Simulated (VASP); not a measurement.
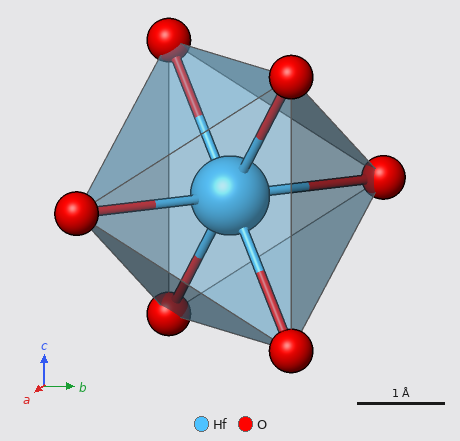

Coordination of Hf in HfO2 (P4_2/mnm). Continuous shape measures are computed against ideal polyhedra (0 is ideal; above about 3 the distortion is strong). Source: coordinates from a relaxation with VASP 6.6.1, VASP Kohn-Sham DFT of a periodic cell, PBE with rVV10, VASP PAW PBE potentials, recommended.

Question: What geometry does the central atom have?

Answer: HfO6: a slightly distorted octahedron (coordination number 6, S = 0.58; next best trigonal prism, S = 16.0).

Question: Does the central atom sit at the centroid of its ligands?

Answer: Yes, to within 0.01 Å; the site symmetry is mmm.

Question: How long are the bonds?

Answer: 6 × Hf–O 2.09 Å. The next neighbour, not counted, lies at 3.22 Å.
